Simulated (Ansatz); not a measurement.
System: H$_{2}$Os, space group P6/mmm, 3 atoms in the cell.

```cif
data_structure
_symmetry_space_group_name_H-M 'P6/mmm'
_symmetry_Int_Tables_number 191
_cell_length_a 2.5056
_cell_length_b 2.5056
_cell_length_c 8.2382
_cell_angle_alpha 90.000
_cell_angle_beta 90.000
_cell_angle_gamma 120.000
_cell_volume 44.79
loop_
_atom_site_label
_atom_site_type_symbol
_atom_site_symmetry_multiplicity
_atom_site_Wyckoff_symbol
_atom_site_fract_x
_atom_site_fract_y
_atom_site_fract_z
_atom_site_occupancy
H1 H 2 d 0.33333 0.66667 0.50000 1
Os1 Os 1 a 0.00000 0.00000 0.00000 1
```

Ansatz; DFT PBE, scalar-relativistic, plane waves, PAW, no spin polarisation, 21×21×6 k mesh, Gaussian smearing of 0.1 eV.

What does the calculation give for the electronic structure? The path is Γ–M–K–Γ–A–L–H–A|L–M|H–K.

A metal: bands cross the Fermi level along this path. The density of states at the Fermi level is about 2.4 per eV and cell (mean within 0.25 eV), or 0.79 per atom. By projected weight, the states within 0.3 eV of the Fermi level are Os almost alone. The tallest peak in the window is at 0.0 eV; by projected weight it is Os almost alone.

The structure is an invented one, so it need not be a known or stable phase. Spin-orbit coupling is left out, which matters for Os.

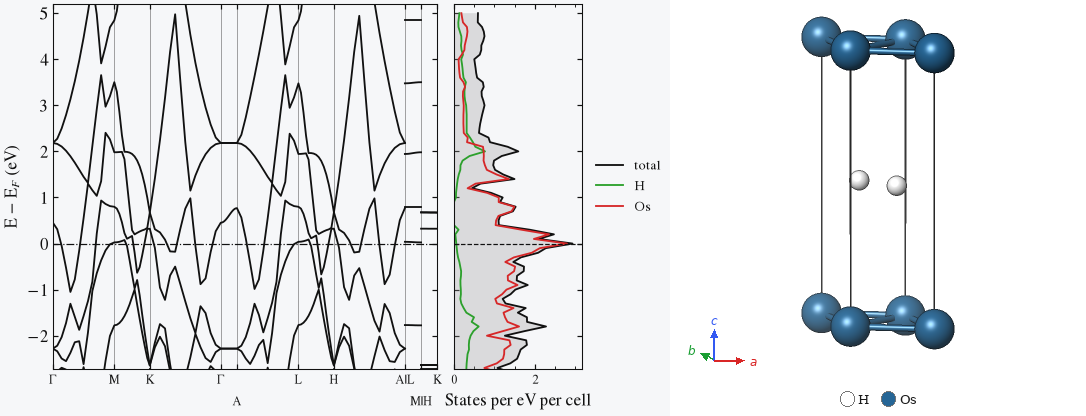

Band structure and density of states, beside the structure. Energies are counted from the Fermi level. The partial curves are projected on Löwdin-orthogonalised atomic shells.
